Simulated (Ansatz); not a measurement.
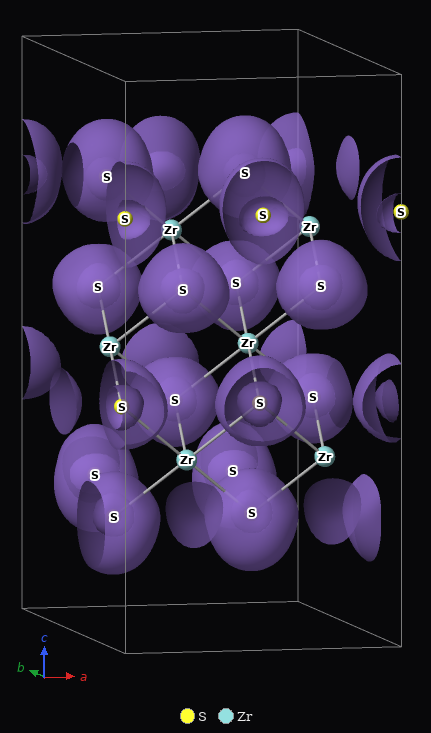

Figure. Zr₃S₈ (slab). Isosurface of the ELF at 0.75 (purple), seen slightly off an axis. Only the valence region is drawn (cores and ρ < 0.01 e/Å³ removed). Sticks mark near contacts.

Not relaxed (largest force 1.1 eV/Å).

Theory: DFT PBEsol, scalar-relativistic, plane waves, PAW (Ansatz).

Input

```
crystal:
  lattice:
    - [3.6273864348, 0.0, 0.0]
    - [-1.8136932174, 6.6672420203, 0.0]
    - [0.0, 0.0, 23.7582192531]
  atoms:
    - { symbol: S, position: [0.1701164439, 0.3402328879, 0.315680225] }
    - { symbol: S, position: [0.44088445, 0.8817689, 0.3344381583] }
    - { symbol: Zr, position: [0.6110008939, 0.2220017878, 0.3833727944] }
    - { symbol: S, position: [0.7811173379, 0.5622346757, 0.4323074306] }
    - { symbol: S, position: [0.0518853439, 0.1037706878, 0.4510653639] }
    - { symbol: Zr, position: [0.2220017878, 0.4440035757, 0.5] }
    - { symbol: S, position: [0.3921182318, 0.7842364636, 0.5489346361] }
    - { symbol: S, position: [0.6628862378, 0.3257724757, 0.5676925694] }
    - { symbol: Zr, position: [0.8330026818, 0.6660053635, 0.6166272056] }
    - { symbol: S, position: [0.0031191257, 0.0062382514, 0.6655618417] }
    - { symbol: S, position: [0.2738871318, 0.5477742635, 0.684319775] }
basis:
  ecutwfc: 420
kpoints:
  mp_grid: { grid: [8, 4, 1] }
hamiltonian:
  xc: pbesol
scf:
  occupations: { method: gaussian, width: 0.05 }
output:
  forces: true
  stress: true
  eigenvalues: true
  write_density: true
  write_potential: true
  elf: true
  volumetric_format: npy
efield:
  axis: 3
  dipole_correction: true
  ramp_width: 0.04
```

Command:

```sh
ansatz run input.yaml --threads 1 --pin off --max-ram 2560MiB --backend cpu --events-out ev --progress --plain --runs-dir out
```

> Identify the bonds, lone pairs and shells in this picture.

The ELF exceeds this value in eight regions wrapped around S (the valence shell of each), counted in one cell of 11 atoms. Counts are for one cell; the picture repeats the cell along the surface. Profiles from the grid: Zr–S (2.55 Å): the ELF peaks at about 0.90 in the valence shell of S, 0.8 Å from its nucleus, and is about 0.40 at the midpoint.

> Does the calculation give a band gap?

It is gapless in this calculation (a metal or semimetal).
